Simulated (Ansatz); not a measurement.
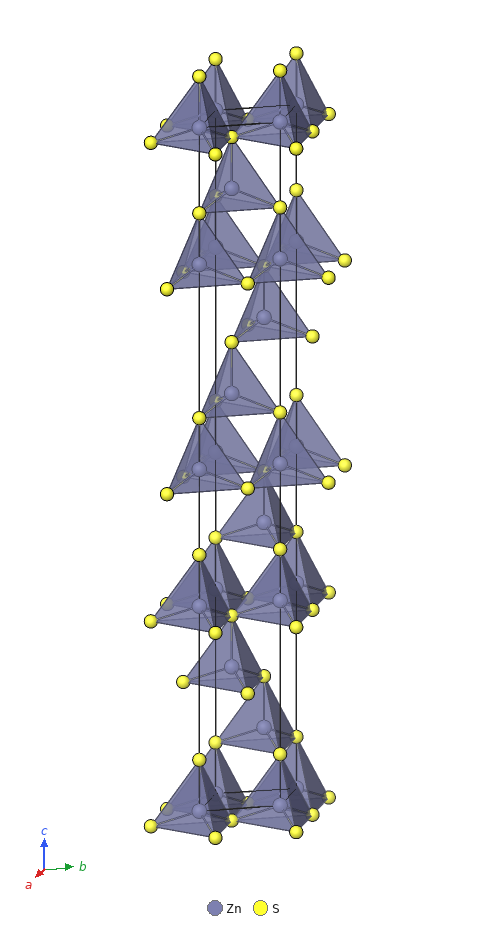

Drawn in the polyhedral manner and seen slightly off an axis. The edges of the conventional unit cell are marked. A few atoms beyond the faces are included.

ZnS, space group P6_3mc (No. 186), a = 3.809 Å, b = 3.809 Å, c = 31.132 Å, α = 90.00°, β = 90.00°, γ = 120.00°. Starting structure: a structure listed in the Materials Project. Earlier steps of the study may have refined or changed the cell and positions. It was the input of a calculation with Ansatz.

This one geometry was computed with Ansatz (DFT, plane waves, PAW) at four levels of theory: r2SCAN, PBE0, HSE06 and PBE. It was relaxed beforehand with r2SCAN.

Q: Which level gives the highest pressure at this volume, and what does that say about its equilibrium volume?

A: Highest: PBE (2.3 GPa), which points to the largest equilibrium volume. Lowest, with the smallest volume: r2SCAN (0.0 GPa). Levels within 0.5 GPa of each other can't be told apart.

Q: How does the band gap change with the level of theory?

A: PBE: a gap of 2.16 eV, direct; r2SCAN: a gap of 2.72 eV, direct; HSE06: a gap of 3.39 eV, direct; PBE0: a gap of 4.05 eV, direct.

Q: Collect the results in a table.

A:
| level | cutoff (eV) | k-mesh of the run's cell | gap (eV) | pressure (GPa) |
| --- | --- | --- | --- | --- |
| r2SCAN | 500 | 12×12×2 | 2.72 | 0.0 |
| PBE0 | 420 | 6×6×1 | 4.05 | 1.4 |
| HSE06 | 420 | 6×6×1 | 3.39 | 1.6 |
| PBE | 420 | 12×12×2 | 2.16 | 2.3 |

Gaps are taken on the k-mesh or band path of each run.
